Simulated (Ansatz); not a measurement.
System: Si₃N₄, space group P6_3/m (No. 176).

Input file:
```
crystal:
  lattice:
    - [7.663559112, 0.0, 0.0]
    - [-3.831779556, 6.6368368744, 0.0]
    - [0.0, 0.0, 2.9265208518]
  atoms:
    - { symbol: Si, position: [0.7689087242, 0.175006393, 0.3256278414] }
    - { symbol: Si, position: [0.5939023312, 0.7689087242, 0.8256278414] }
    - { symbol: Si, position: [0.824993607, 0.5939023312, 0.3256278414] }
    - { symbol: Si, position: [0.2310912758, 0.824993607, 0.8256278414] }
    - { symbol: Si, position: [0.4060976688, 0.2310912758, 0.3256278414] }
    - { symbol: Si, position: [0.175006393, 0.4060976688, 0.8256278414] }
    - { symbol: "N", position: [0.0308320463, 0.3299984447, 0.3256287738] }
    - { symbol: "N", position: [0.7008336016, 0.0308320463, 0.8256287738] }
    - { symbol: "N", position: [0.6700015553, 0.7008336016, 0.3256287738] }
    - { symbol: "N", position: [0.9691679537, 0.6700015553, 0.8256287738] }
    - { symbol: "N", position: [0.2991663984, 0.9691679537, 0.3256287738] }
    - { symbol: "N", position: [0.3299984447, 0.2991663984, 0.8256287738] }
    - { symbol: "N", position: [0.3333333333, 0.6666666667, -0.1743698454] }
    - { symbol: "N", position: [0.6666666667, 0.3333333333, 0.3256301546] }
basis:
  ecutwfc: 420
kpoints:
  mp_grid: { grid: [6, 6, 8] }
hamiltonian:
  xc: pbe
scf:
  occupations: { method: fixed }
output:
  eigenvalues: true
phonons:
  method: dfpt
  dielectric: true
  rigid_motions: translations
```

Command:
```bash
ansatz run input.yaml --threads 4 --pin off --max-ram 12288MiB --backend cpu --events-out ev --progress --plain --runs-dir out
```

How it was computed, with Ansatz 0.2.0: harmonic phonon frequencies at the zone centre with atoms at rest in the given cell, without the long-range term of polar modes, the three translations left out, imaginary frequencies are negative; plane waves with PAW datasets, Γ-centred k mesh. Level: PBE, no spin polarisation.

```
      setting            value
  wave cutoff           420 eV
       k mesh            6×6×8
  occupations            fixed
     pressure            0 GPa
phonon method  linear response
```

Predict the zone-centre optical phonon frequencies (the three acoustic modes are left out).

No frequency is imaginary, so the structure is stable to these displacements (zone-boundary modes weren't tested here). The highest mode lies at 1026.8 cm⁻¹ (without the field of polar modes).

| frequency (cm⁻¹) |
| --- |
| 176.6 |
| 176.6 |
| 198.0 |
| 218.8 |
| 218.8 |
| 240.8 |
| 262.7 |
| 296.6 |
| 296.6 |
| 356.2 |
| 393.0 |
| 408.6 |
| 408.6 |
| 429.6 |
| 429.6 |
| 440.4 |
| 538.2 |
| 547.7 |
| 547.7 |
| 594.6 |
| 594.6 |
| 629.9 |
| 701.6 |
| 822.5 |
| 831.8 |
| 831.8 |
| 835.2 |
| 835.2 |
| 849.1 |
| 859.6 |
| 859.6 |
| 891.9 |
| 891.9 |
| 904.7 |
| 992.8 |
| 992.8 |
| 1005.8 |
| 1005.8 |
| 1026.8 |

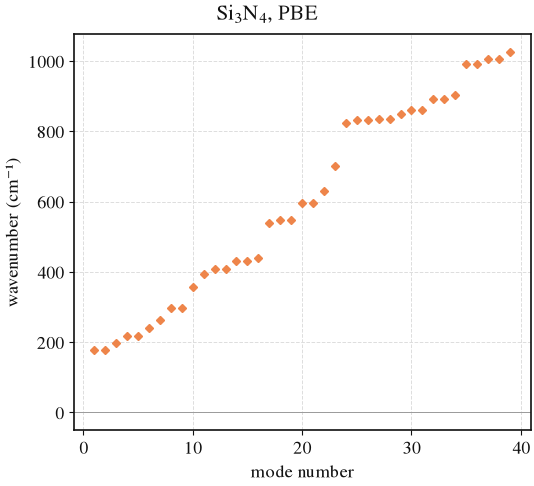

Keep in mind: structure snapped to symmetry; symmetry narrowed by fft grid.
